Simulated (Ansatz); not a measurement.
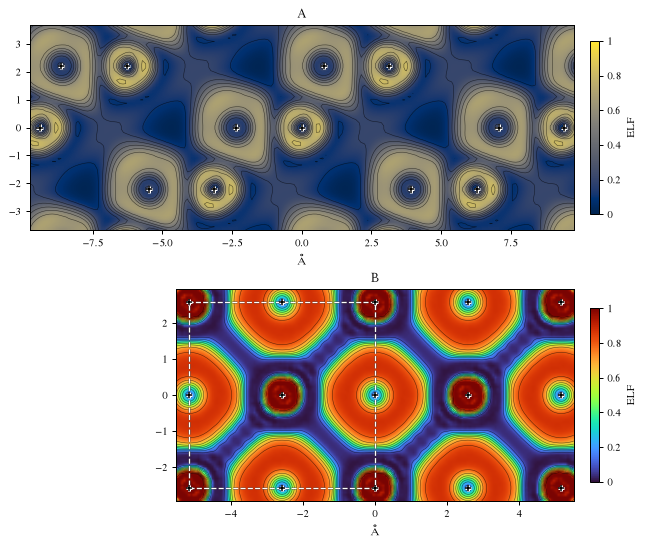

The electron localisation function of 2 systems, each on a plane through atoms (crosses mark nuclei in the plane).

Computed with DFT r2SCAN, scalar-relativistic, plane waves, PAW in Ansatz 0.2.0.

System 1: LiCl, the (010) plane of the conventional cell. Space group Fm-3m; changed on purpose from its base cell (volume × 1.03).

System 2: NbAs, the (110) plane of the standardised cell. Space group F-43m; started from the zinc blende prototype, which need not be the ambient phase; computed pressure about 28 GPa in this cell; spin-polarised.

```xyz
12
Lattice="-2.7163 2.7163 0.0000 2.7163 0.0000 2.7163 10.8651 10.8651 -10.8651" Properties=species:S:1:pos:R:3 pbc="T T T"
Nb    8.1489    8.1489   -5.4326
Nb    2.7162    5.4325   -2.7163
Nb    0.0000    0.0000    0.0000
As    6.7906    9.5070   -6.7907
As    4.0744    4.0744   -4.0744
As    1.3582    1.3582    1.3581
Nb    8.1488   10.8651   -8.1488
Nb    5.4326    5.4326   -5.4326
Nb    2.7163    2.7163    0.0000
As    9.5070    9.5070   -9.5070
As    6.7908    6.7907   -4.0744
As    1.3581    4.0744   -1.3581
```

Which map belongs to which system?

Answer. Panel A is system 2, NbAs: the plane holds Nb and As. Nb–As (2.35 Å): the ELF is about 0.45 at the midpoint. Panel B is system 1, LiCl: the plane holds Li and Cl. Li–Cl (2.58 Å): the ELF peaks at about 0.90 in the valence shell of Cl, 0.8 Å from its nucleus, and falls to about 0 next to Li; an ionic contact with no shared pair.
